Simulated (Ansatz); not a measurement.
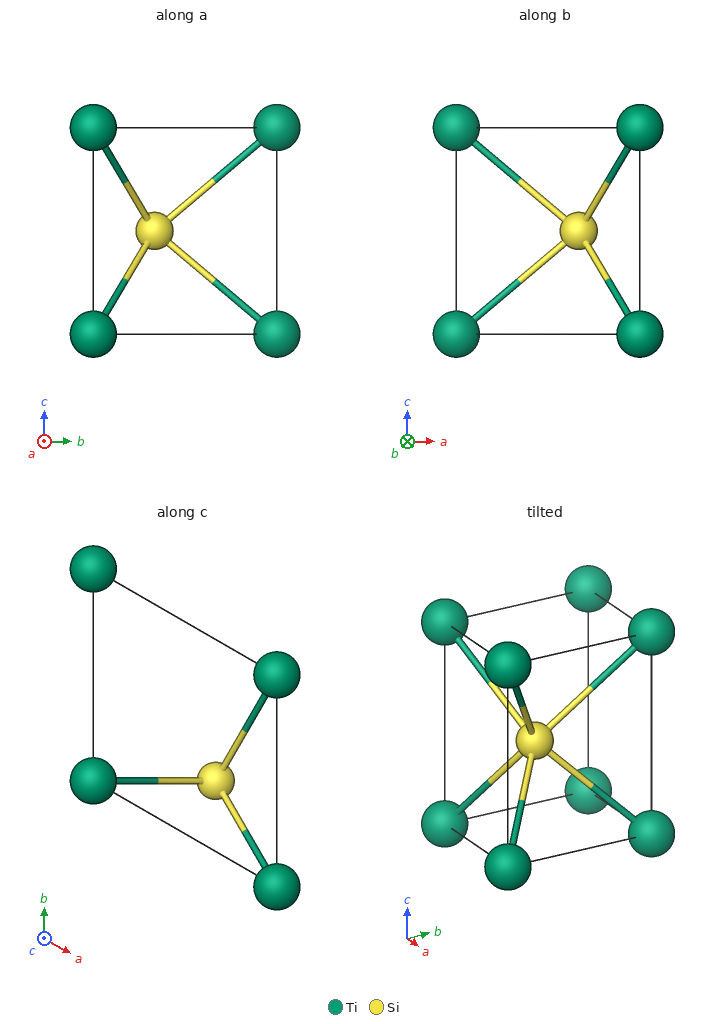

A ball-and-stick picture of a crystal structure, seen along the a axis, along the b axis, along the c axis and slightly off an axis. Lines trace the edges of the conventional unit cell.

Lattice parameters: a = 3.164 Å, b = 3.164 Å, c = 3.085 Å, α = 90.00°, β = 90.00°, γ = 120.00°.

Write down what is shown as a table of Wyckoff sites.

Answer. Space group P-6m2 (No. 187).
| atom | site | x | y | z |
| --- | --- | --- | --- | --- |
| Ti | 1a | 0.0000 | 0.0000 | 0.0000 |
| Si | 1f | 0.6667 | 0.3333 | 0.5000 |

The geometry is that of a generated cell, made by putting these elements into a known structure type (the compound may or may not exist in this form), without relaxation. Ansatz was used for an electronic-structure calculation on it.

At this level of theory the cell isn't at rest (compressed, at 42 GPa), so its distances can differ from those at equilibrium, the more so the softer the solid.
